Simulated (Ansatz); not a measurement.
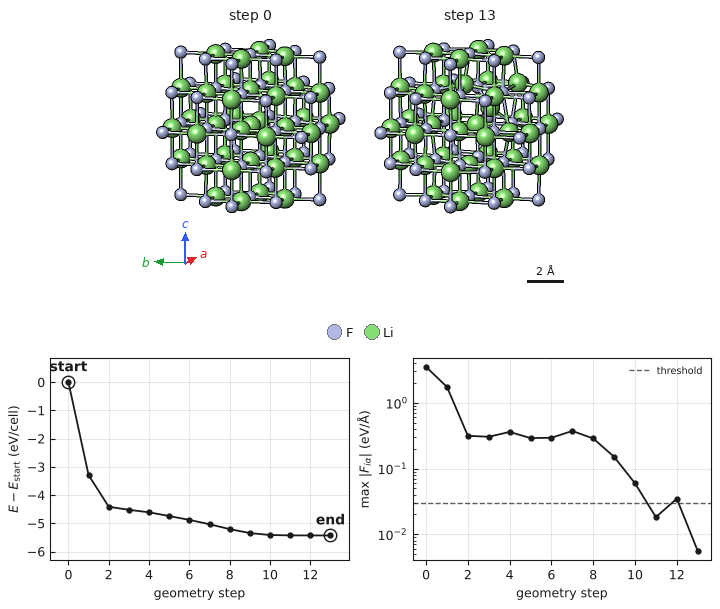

First and last geometry of a relaxation of a defect cell of composition F31Li33 (cell charge +3), with the history of the run. A ball-and-stick model of the atoms within 5.8 Å of the atom that moves most (axes of the cell of the calculation (origin shifted)), seen from a free direction.

Theory: DFT, PBEsol, PAW, plane waves (Ansatz). (plane-wave cutoff 420 eV; k-point mesh 1 × 1 × 1; mesh shifted by (0.25, 0.25, 0.25); collinear spin; atoms relaxed in a fixed cell; force threshold 0.03 eV/Å; at most 80 steps)

Q: Read the history and describe the run.

A: It converged. The largest move is that of a Li atom, 1.61 Å along [1 −1 1]. Largest moves by element: Li 1.61 Å, F 0.15 Å. The cell stays as it was. Among the contacts that change: Li–Li 2.030 → 3.419 Å, Li–Li 3.456 → 2.175 Å, F–Li 2.826 → 1.705 Å, Li–Li 2.842 → 2.502 Å. New bonds form, among them: F–Li (2.81 → 1.70 Å), F–Li (2.82 → 1.71 Å), F–Li (2.83 → 1.71 Å). Among the angles between lasting bonds that change: F–Li–F 178.5° → 152.5°, F–Li–F 178.7° → 153.4°, F–Li–F 177.4° → 152.9°. The energy falls by 5.428 eV per cell of the calculation in 13 geometry steps. The largest force component goes from 3.5 to 0.0056 eV/Å.

| step | E − E(0), meV/atom | largest force component, eV/Å |
| --- | --- | --- |
| 0 | 0.00 | 3.5132 |
| 1 | -51.42 | 1.7458 |
| 2 | -68.93 | 0.3148 |
| 3 | -70.62 | 0.3041 |
| 4 | -72.00 | 0.3605 |
| 5 | -74.08 | 0.2905 |
| 6 | -76.20 | 0.2936 |
| 7 | -78.61 | 0.3728 |
| 8 | -81.32 | 0.2867 |
| 9 | -83.49 | 0.1506 |
| 10 | -84.58 | 0.0596 |
| 11 | -84.77 | 0.0182 |
| 12 | -84.80 | 0.0348 |
| 13 | -84.82 | 0.0056 |

Limits of the set-up: the periodic images lie only 8.0 Å apart, so the values are limited by the cell's size; the cell is charged, on a uniform background, and energies carry no finite-size correction.
